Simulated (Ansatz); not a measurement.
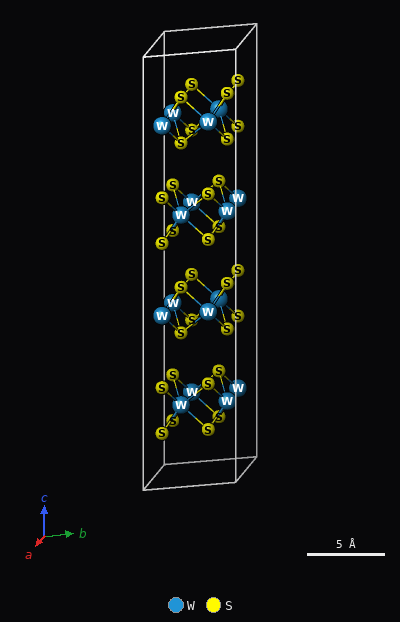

**Figure 1.** The starting structure (ball-and-stick view of the 2 × 2 repeat of the cell, with the vacuum cut short, seen slightly off an axis).

## Geometry relaxation, with input and output: WS2 (part 1 of 3)

The run: geometry relaxation of WS2 (P-3m1, 12 atoms in the cell). Method and program: DFT PBE+D3(BJ), scalar-relativistic, plane waves, PAW, no spin polarisation (Ansatz 0.2.0).

The structure derives from a Materials Project entry.

## Input
```yaml
crystal:
  lattice:
    - [3.1831225544, 0.0, 0.0]
    - [-1.5915612772, 2.7566649955, 0.0]
    - [0.0, 0.0, 35.1805582101]
  atoms:
    - { symbol: W, position: [0.66666667, 0.33333333, 0.40768339] }
    - { symbol: W, position: [0.66666667, 0.33333333, 0.7766] }
    - { symbol: W, position: [0.33333333, 0.66666667, 0.2234] }
    - { symbol: W, position: [0.33333333, 0.66666667, 0.59231661] }
    - { symbol: S, position: [0.66666667, 0.33333333, 0.17885036] }
    - { symbol: S, position: [0.66666667, 0.33333333, 0.54797631] }
    - { symbol: S, position: [0.33333333, 0.66666667, 0.36337893] }
    - { symbol: S, position: [0.33333333, 0.66666667, 0.73225816] }
    - { symbol: S, position: [0.66666667, 0.33333333, 0.26774184] }
    - { symbol: S, position: [0.66666667, 0.33333333, 0.63662107] }
    - { symbol: S, position: [0.33333333, 0.66666667, 0.45202369] }
    - { symbol: S, position: [0.33333333, 0.66666667, 0.82114964] }
basis:
  ecutwfc: 420
kpoints:
  mp_grid: { grid: [12, 12, 1] }
hamiltonian:
  xc: pbe
  dispersion: d3bj
scf:
  occupations: { method: gaussian, width: 0.02 }
output:
  forces: true
  stress: true
  eigenvalues: true
relax:
  adjacent_minimum: "off"
  f_tol: 0.005
  max_steps: 80
  cell: { stress_tol: 0.05 }
```

Command:
```bash
ansatz run input.yaml --threads 1 --pin off --max-ram 3072MiB --backend cpu --events-out ev --progress --plain --runs-dir out
```

## Output
```
Engine: ansatz 0.2.0, x86_64-unknown-linux-gnu
Pseudopotentials: kind: paw
Pseudopotential: W, paw, valence charge 14, recommended cutoff 420 eV (normal), W.paw.azcp
Pseudopotential: S, paw, valence charge 6, recommended cutoff 420 eV (normal), S.paw.azcp
Functional definition: PBE
  parameter kappa = 0.804
  parameter beta = 0.06672455060314922
  exchange = pbe_x(kappa = kappa, mu = beta*pi^2/3)
  correlation = pbe_c(beta = beta)
Crystal: 12 atoms, lattice volume = 308.702 Å³
Basis set: ecut = 420 eV, 6081 PW (Γ), exchange–correlation on 48×48×480 points (8 copies of the dense FFT grid, shifted against one another)
Bands: 64, of which v1, the nominal top of the filled ones, is band 52 counted from 1 (51 counted from 0)
Symmetry: 12 space group operations
Space group: P-3m1 (ITA 164), of the structure as read, at distance tolerance 6.8e-5 Å
k-points: 19 of 144
Non-local potential: W, projectors of the file, l = 0: 3, l = 1: 2, l = 2: 2, l = 3: 1
Non-local potential: S, projectors of the file, l = 0: 2, l = 1: 2, l = 2: 2
PAW form: soft (Blöchl's): semilocal exchange-correlation on the pseudo side does not see the compensation charge
PAW one-centre angular grid: W, 590 points (default); XC on 64 Gauss nodes
PAW one-centre angular grid: S, 110 points (default); XC on 64 Gauss nodes
Initial density: superposition of atomic densities (neutral atoms: chi_scale 0, normalization atom), corrected by the library's trained network
Initial wavefunctions: pseudopotential atomic-orbital guess
Functional: x = pbe(κ = 0.804, μ = 0.2195149727645171), c = pbe(β = 0.06672455060314922)
SCF iter   1: F=—  HF=-48770.176111 eV  |F-HF|=—  |Δ(HF+E_count)|=         —  Δρ=4.61e-3  dr2=9.02e-2  ethr=1.77e-3  ⟨swp⟩=8.1  Hψ=5646  notcnv=0
preconditioner: auto → Resta (q_TF=auto, 2.276 Å⁻¹)  ε∞=5.6  [insulator: Δε(μ)=1.211 eV  Ē_g=8.339 eV  σ=0.020 eV  W_gap=1.00  n_scr=24 (ndim 8)  ℏωp=17.9 eV  f_vac=0.281  D(μ)=0.00/eV (n_scr^D=0)  ε∞_Penn≈5.6  vacuum switching on, ρ_ref=5.0e-3 e/Å³]
SCF iter   2: F=—  HF=-48770.180047 eV  |F-HF|=—  |Δ(HF+E_count)|=   3.94e-3  Δρ=2.38e-3  dr2=8.19e-3  ethr=8.67e-5  ⟨swp⟩=3.0  Hψ=2135  notcnv=0  defer=101
SCF iter   3: F=—  HF=-48770.186489 eV  |F-HF|=—  |Δ(HF+E_count)|=   6.44e-3  Δρ=1.29e-3  dr2=2.18e-3  ethr=7.88e-6  ⟨swp⟩=2.3  Hψ=1861  notcnv=0  defer=101
SCF iter   4: F=—  HF=-48770.189872 eV  |F-HF|=—  |Δ(HF+E_count)|=   3.38e-3  Δρ=1.16e-4  dr2=1.17e-4  ethr=2.10e-6  ⟨swp⟩=2.3  Hψ=1974  notcnv=0  defer=101
SCF iter   5: F=—  HF=-48770.189873 eV  |F-HF|=—  |Δ(HF+E_count)|=   1.33e-6  Δρ=6.34e-5  dr2=4.73e-5  ethr=1.13e-7  ⟨swp⟩=3.2  Hψ=2385  notcnv=0  defer=101
SCF iter   6: F=—  HF=-48770.189732 eV  |F-HF|=—  |Δ(HF+E_count)|=   1.40e-4  Δρ=2.49e-5  dr2=6.26e-6  ethr=4.55e-8  ⟨swp⟩=2.0  Hψ=1641  notcnv=0  defer=101
SCF iter   7: F=—  HF=-48770.189731 eV  |F-HF|=—  |Δ(HF+E_count)|=   1.13e-6  Δρ=8.53e-6  dr2=5.00e-7  ethr=6.02e-9  ⟨swp⟩=2.0  Hψ=1649  notcnv=0  defer=101
SCF iter   8: F=-48770.189731 eV  HF=-48770.189731 eV  |F-HF|=2.08e-8  |Δ(HF+E_count)|=   4.01e-9  Δρ=1.74e-6  dr2=3.26e-8  ethr=9.62e-11  ⟨swp⟩=12.8  Hψ=6116  notcnv=0
SCF 1 converged in 8 iterations: F = -48770.189731 eV  dr2 = 3.26e-8
  greatest PAW one-centre occupation: 1.000 electrons in one spin orbital (limit 2), on the W atom at site 2 (counted from 0), in its partial waves of l = 0
relax step   1: F+E_penalty+E_count = -48770.18973131 eV  Δ(F+E_penalty+E_count) = +0.000e0 eV  max|allowed force component| = 2.303e-1 eV/Å  Δτ_max = 0.0000 Å  P = -1.110 GPa  Ω = 308.702 Å³  (8 SCF iters, dr2 threshold 1.00e-7 eV, accepted)
Crystal: 12 atoms, lattice volume = 284.342 Å³
Basis set: ecut = 420 eV, 5489 PW (Γ), exchange–correlation on 48×48×480 points (8 copies of the dense FFT grid, shifted against one another)
Initial density: handed on by an earlier stage of this run
Initial wavefunctions: those handed on with the density
iter 1 solved again at ethr=1.82e-4 eV; its pass at ethr=3.10e-3 eV (dr2=1.89e-1 eV) is discarded
SCF iter   1: F=—  HF=-48770.234206 eV  |F-HF|=—  |Δ(HF+E_count)|=         —  Δρ=8.69e-3  dr2=1.90e-1  ethr=1.82e-4  ⟨swp⟩=3.3  Hψ=6919  notcnv=0
preconditioner: auto → Resta (q_TF=auto, 2.307 Å⁻¹)  ε∞=5.8  [insulator: Δε(μ)=1.165 eV  Ē_g=8.513 eV  σ=0.020 eV  W_gap=1.00  n_scr=24 (ndim 8)  ℏωp=18.7 eV  f_vac=0.268  D(μ)=0.00/eV (n_scr^D=0)  ε∞_Penn≈5.8  vacuum switching on, ρ_ref=5.3e-3 e/Å³]
SCF iter   2: F=—  HF=-48770.205987 eV  |F-HF|=—  |Δ(HF+E_count)|=   2.82e-2  Δρ=4.69e-3  dr2=4.90e-2  ethr=1.82e-4  ⟨swp⟩=3.0  Hψ=1825  notcnv=0
SCF iter   3: F=—  HF=-48770.201580 eV  |F-HF|=—  |Δ(HF+E_count)|=   4.41e-3  Δρ=1.50e-3  dr2=2.61e-2  ethr=4.71e-5  ⟨swp⟩=4.2  Hψ=2449  notcnv=0  defer=5
SCF iter   4: F=—  HF=-48770.199697 eV  |F-HF|=—  |Δ(HF+E_count)|=   1.88e-3  Δρ=4.72e-4  dr2=8.86e-4  ethr=2.51e-5  ⟨swp⟩=2.9  Hψ=1788  notcnv=0  defer=10
SCF iter   5: F=—  HF=-48770.199685 eV  |F-HF|=—  |Δ(HF+E_count)|=   1.18e-5  Δρ=2.02e-4  dr2=3.19e-4  ethr=8.52e-7  ⟨swp⟩=3.0  Hψ=2295  notcnv=0  defer=2
SCF iter   6: F=—  HF=-48770.199656 eV  |F-HF|=—  |Δ(HF+E_count)|=   2.90e-5  Δρ=7.83e-5  dr2=6.46e-5  ethr=3.07e-7  ⟨swp⟩=2.0  Hψ=1580  notcnv=0
SCF iter   7: F=—  HF=-48770.199668 eV  |F-HF|=—  |Δ(HF+E_count)|=   1.21e-5  Δρ=7.16e-5  dr2=3.76e-5  ethr=6.21e-8  ⟨swp⟩=2.7  Hψ=2378  notcnv=0
SCF iter   8: F=—  HF=-48770.199662 eV  |F-HF|=—  |Δ(HF+E_count)|=   5.44e-6  Δρ=3.31e-5  dr2=7.91e-6  ethr=3.61e-8  ⟨swp⟩=2.2  Hψ=1484  notcnv=0
SCF iter   9: F=-48770.199661 eV  HF=-48770.199661 eV  |F-HF|=5.48e-7  |Δ(HF+E_count)|=   1.16e-6  Δρ=7.74e-6  dr2=6.43e-7  ethr=1.15e-9  ⟨swp⟩=7.3  Hψ=6278  notcnv=0
SCF 2 converged in 9 iterations: F = -48770.199661 eV  dr2 = 6.43e-7
  greatest PAW one-centre occupation: 1.000 electrons in one spin orbital (limit 2), on the W atom at site 3 (counted from 0), in its partial waves of l = 0
relax step   2: F+E_penalty+E_count = -48770.19966069 eV  Δ(F+E_penalty+E_count) = -9.929e-3 eV  max|allowed force component| = 3.365e-1 eV/Å  Δτ_max = 0.1932 Å  P = +1.106 GPa  Ω = 284.342 Å³  energy of the carried Pulay correction = +3.075e-3 eV  (9 SCF iters, dr2 threshold 1.20e-6 eV, accepted)
[... from here on the SCF iterations and repeated set-up lines of each step are left out, up to the last step ...]
SCF 3 converged in 10 iterations: F = -48770.325152 eV  dr2 = 2.37e-9
relax step   3: F+E_penalty+E_count = -48770.32515154 eV  Δ(F+E_penalty+E_count) = -1.255e-1 eV  max|allowed force component| = 1.598e-1 eV/Å  Δτ_max = 0.1537 Å  P = -0.441 GPa  Ω = 290.188 Å³  energy of the carried Pulay correction = +2.314e-3 eV  (10 SCF iters, dr2 threshold 1.20e-6 eV, accepted)
SCF 4 converged in 6 iterations: F = -48770.329516 eV  dr2 = 3.73e-7
relax step   4: F+E_penalty+E_count = -48770.32951580 eV  Δ(F+E_penalty+E_count) = -4.364e-3 eV  max|allowed force component| = 6.639e-2 eV/Å  Δτ_max = 0.0321 Å  P = +0.295 GPa  Ω = 290.182 Å³  energy of the carried Pulay correction = +2.315e-3 eV  (6 SCF iters, dr2 threshold 1.20e-6 eV, accepted)
SCF 5 converged in 6 iterations: F = -48770.330286 eV  dr2 = 8.06e-8
relax step   5: F+E_penalty+E_count = -48770.33028632 eV  Δ(F+E_penalty+E_count) = -7.705e-4 eV  max|allowed force component| = 1.584e-3 eV/Å  Δτ_max = 0.0096 Å  P = +0.008 GPa  Ω = 290.444 Å³  energy of the carried Pulay correction = +2.281e-3 eV  (6 SCF iters, dr2 threshold 4.06e-7 eV, accepted)
SCF 6 converged in 9 iterations: F = -48770.330312 eV  dr2 = 7.14e-11
relax step   6: F+E_penalty+E_count = -48770.33031227 eV  Δ(F+E_penalty+E_count) = -2.595e-5 eV  max|allowed force component| = 1.187e-3 eV/Å  Δτ_max = 0.0051 Å  P = -0.008 GPa  Ω = 290.410 Å³  energy of the carried Pulay correction = +2.286e-3 eV  (9 SCF iters, accepted)
SCF 7 converged in 10 iterations: F = -48770.330475 eV  dr2 = 6.63e-11
relax step   7: F+E_penalty+E_count = -48770.33047477 eV  Δ(F+E_penalty+E_count) = -1.625e-4 eV  max|allowed force component| = 7.459e-3 eV/Å  Δτ_max = 0.0304 Å  P = -0.054 GPa  Ω = 289.844 Å³  energy of the carried Pulay correction = +2.358e-3 eV  (10 SCF iters, accepted)
SCF 8 converged in 9 iterations: F = -48770.330981 eV  dr2 = 1.02e-8
relax step   8: F+E_penalty+E_count = -48770.33098081 eV  Δ(F+E_penalty+E_count) = -5.060e-4 eV  max|allowed force component| = 2.181e-2 eV/Å  Δτ_max = 0.0869 Å  P = -0.130 GPa  Ω = 287.954 Å³  energy of the carried Pulay correction = +2.603e-3 eV  (9 SCF iters, dr2 threshold 1.66e-8 eV, accepted)
SCF 9 converged in 11 iterations: F = -48770.332561 eV  dr2 = 2.64e-10
relax step   9: F+E_penalty+E_count = -48770.33256066 eV  Δ(F+E_penalty+E_count) = -1.580e-3 eV  max|allowed force component| = 2.370e-2 eV/Å  Δτ_max = 0.1986 Å  P = -0.138 GPa  Ω = 283.170 Å³  energy of the carried Pulay correction = +3.229e-3 eV  (11 SCF iters, dr2 threshold 8.93e-8 eV, accepted)
SCF 10 converged in 11 iterations: F = -48770.334509 eV  dr2 = 1.22e-9
relax step  10: F+E_penalty+E_count = -48770.33450930 eV  Δ(F+E_penalty+E_count) = -1.949e-3 eV  max|allowed force component| = 2.950e-2 eV/Å  Δτ_max = 0.1950 Å  P = -0.067 GPa  Ω = 278.286 Å³  energy of the carried Pulay correction = +3.879e-3 eV  (11 SCF iters, dr2 threshold 8.26e-8 eV, accepted)
SCF 11 converged in 11 iterations: F = -48770.336582 eV  dr2 = 3.77e-10
relax step  11: F+E_penalty+E_count = -48770.33658164 eV  Δ(F+E_penalty+E_count) = -2.072e-3 eV  max|allowed force component| = 4.225e-2 eV/Å  Δτ_max = 0.1950 Å  P = +0.052 GPa  Ω = 273.384 Å³  energy of the carried Pulay correction = +4.542e-3 eV  (11 SCF iters, dr2 threshold 5.44e-8 eV, accepted)
SCF 12 converged in 10 iterations: F = -48770.338934 eV  dr2 = 3.34e-9
relax step  12: F+E_penalty+E_count = -48770.33893378 eV  Δ(F+E_penalty+E_count) = -2.352e-3 eV  max|allowed force component| = 2.419e-2 eV/Å  Δτ_max = 0.1950 Å  P = +0.166 GPa  Ω = 267.912 Å³  energy of the carried Pulay correction = +5.296e-3 eV  (10 SCF iters, dr2 threshold 1.12e-7 eV, accepted)
SCF 13 converged in 8 iterations: F = -48770.340772 eV  dr2 = 6.59e-8
relax step  13: F+E_penalty+E_count = -48770.34077198 eV  Δ(F+E_penalty+E_count) = -1.838e-3 eV  max|allowed force component| = 8.126e-2 eV/Å  Δτ_max = 0.1966 Å  P = +0.267 GPa  Ω = 263.855 Å³  energy of the carried Pulay correction = +5.864e-3 eV  (8 SCF iters, dr2 threshold 7.12e-8 eV, accepted)
SCF 14 converged in 8 iterations: F = -48770.344684 eV  dr2 = 4.46e-8
relax step  14: F+E_penalty+E_count = -48770.34468380 eV  Δ(F+E_penalty+E_count) = -3.912e-3 eV  max|allowed force component| = 2.324e-2 eV/Å  Δτ_max = 0.1933 Å  P = -0.092 GPa  Ω = 260.327 Å³  energy of the carried Pulay correction = +6.365e-3 eV  (8 SCF iters, dr2 threshold 6.74e-7 eV, accepted)
SCF 15 converged in 9 iterations: F = -48770.347986 eV  dr2 = 1.13e-8
relax step  15: F+E_penalty+E_count = -48770.34798602 eV  Δ(F+E_penalty+E_count) = -3.302e-3 eV  max|allowed force component| = 3.369e-2 eV/Å  Δτ_max = 0.1958 Å  P = +0.211 GPa  Ω = 255.692 Å³  energy of the carried Pulay correction = +7.032e-3 eV  (9 SCF iters, dr2 threshold 3.52e-8 eV, accepted)
SCF 16 converged in 8 iterations: F = -48770.351482 eV  dr2 = 1.14e-7
relax step  16: F+E_penalty+E_count = -48770.35148156 eV  Δ(F+E_penalty+E_count) = -3.496e-3 eV  max|allowed force component| = 6.010e-2 eV/Å  Δτ_max = 0.1943 Å  P = +0.100 GPa  Ω = 251.936 Å³  energy of the carried Pulay correction = +7.581e-3 eV  (8 SCF iters, dr2 threshold 1.82e-7 eV, accepted)
SCF 17 converged in 8 iterations: F = -48770.356321 eV  dr2 = 4.52e-8
relax step  17: F+E_penalty+E_count = -48770.35632147 eV  Δ(F+E_penalty+E_count) = -4.840e-3 eV  max|allowed force component| = 4.192e-2 eV/Å  Δτ_max = 0.1928 Å  P = -0.244 GPa  Ω = 249.068 Å³  energy of the carried Pulay correction = +8.006e-3 eV  (8 SCF iters, dr2 threshold 5.43e-7 eV, accepted)
SCF 18 converged in 8 iterations: F = -48770.363228 eV  dr2 = 1.59e-7
relax step  18: F+E_penalty+E_count = -48770.36322802 eV  Δ(F+E_penalty+E_count) = -6.907e-3 eV  max|allowed force component| = 3.679e-2 eV/Å  Δτ_max = 0.1914 Å  P = +0.318 GPa  Ω = 243.828 Å³  energy of the carried Pulay correction = +8.792e-3 eV  (8 SCF iters, dr2 threshold 2.88e-7 eV, accepted)
SCF 19 converged in 8 iterations: F = -48770.370538 eV  dr2 = 4.60e-8
relax step  19: F+E_penalty+E_count = -48770.37053750 eV  Δ(F+E_penalty+E_count) = -7.309e-3 eV  max|allowed force component| = 7.006e-2 eV/Å  Δτ_max = 0.1952 Å  P = +0.108 GPa  Ω = 241.570 Å³  energy of the carried Pulay correction = +9.136e-3 eV  (8 SCF iters, dr2 threshold 3.06e-7 eV, accepted)
SCF 20 converged in 10 iterations: F = -48770.379994 eV  dr2 = 4.86e-9
relax step  20: F+E_penalty+E_count = -48770.37999387 eV  Δ(F+E_penalty+E_count) = -9.456e-3 eV  max|allowed force component| = 6.613e-2 eV/Å  Δτ_max = 0.1961 Å  P = -0.105 GPa  Ω = 236.645 Å³  energy of the carried Pulay correction = +9.895e-3 eV  (10 SCF iters, dr2 threshold 3.17e-7 eV, accepted)
SCF 21 converged in 9 iterations: F = -48770.392697 eV  dr2 = 1.33e-7
relax step  21: F+E_penalty+E_count = -48770.39269744 eV  Δ(F+E_penalty+E_count) = -1.270e-2 eV  max|allowed force component| = 5.292e-2 eV/Å  Δτ_max = 0.1989 Å  P = +0.235 GPa  Ω = 234.038 Å³  energy of the carried Pulay correction = +1.030e-2 eV  (9 SCF iters, dr2 threshold 2.73e-7 eV, accepted)
SCF 22 converged in 9 iterations: F = -48770.408023 eV  dr2 = 1.31e-7
relax step  22: F+E_penalty+E_count = -48770.40802306 eV  Δ(F+E_penalty+E_count) = -1.533e-2 eV  max|allowed force component| = 5.895e-2 eV/Å  Δτ_max = 0.1950 Å  P = +0.004 GPa  Ω = 230.298 Å³  energy of the carried Pulay correction = +1.089e-2 eV  (9 SCF iters, dr2 threshold 1.87e-7 eV, accepted)
SCF 23 converged in 9 iterations: F = -48770.427894 eV  dr2 = 1.08e-7
relax step  23: F+E_penalty+E_count = -48770.42789378 eV  Δ(F+E_penalty+E_count) = -1.987e-2 eV  max|allowed force component| = 5.307e-2 eV/Å  Δτ_max = 0.1950 Å  P = +0.046 GPa  Ω = 227.013 Å³  energy of the carried Pulay correction = +1.142e-2 eV  (9 SCF iters, dr2 threshold 2.17e-7 eV, accepted)
SCF 24 converged in 8 iterations: F = -48770.451851 eV  dr2 = 9.93e-8
relax step  24: F+E_penalty+E_count = -48770.45185116 eV  Δ(F+E_penalty+E_count) = -2.396e-2 eV  max|allowed force component| = 8.451e-2 eV/Å  Δτ_max = 0.1950 Å  P = +0.085 GPa  Ω = 223.369 Å³  energy of the carried Pulay correction = +1.201e-2 eV  (8 SCF iters, dr2 threshold 1.76e-7 eV, accepted)
SCF 25 converged in 8 iterations: F = -48770.475797 eV  dr2 = 5.72e-8
relax step  25: F+E_penalty+E_count = -48770.47579659 eV  Δ(F+E_penalty+E_count) = -2.395e-2 eV  max|allowed force component| = 6.962e-2 eV/Å  Δτ_max = 0.1514 Å  P = -0.053 GPa  Ω = 221.751 Å³  energy of the carried Pulay correction = +1.228e-2 eV  (8 SCF iters, dr2 threshold 4.46e-7 eV, accepted)
SCF 26 converged in 8 iterations: F = -48770.505192 eV  dr2 = 5.00e-8
relax step  26: F+E_penalty+E_count = -48770.50519233 eV  Δ(F+E_penalty+E_count) = -2.940e-2 eV  max|allowed force component| = 8.299e-2 eV/Å  Δτ_max = 0.1630 Å  P = -0.081 GPa  Ω = 219.327 Å³  energy of the carried Pulay correction = +1.268e-2 eV  (8 SCF iters, dr2 threshold 3.03e-7 eV, accepted)
SCF 27 converged in 7 iterations: F = -48770.542102 eV  dr2 = 3.52e-7
relax step  27: F+E_penalty+E_count = -48770.54210186 eV  Δ(F+E_penalty+E_count) = -3.691e-2 eV  max|allowed force component| = 1.068e-1 eV/Å  Δτ_max = 0.1960 Å  P = +0.135 GPa  Ω = 214.436 Å³  energy of the carried Pulay correction = +1.350e-2 eV  (7 SCF iters, dr2 threshold 4.30e-7 eV, accepted)
SCF 28 converged in 7 iterations: F = -48770.582637 eV  dr2 = 4.72e-7
```
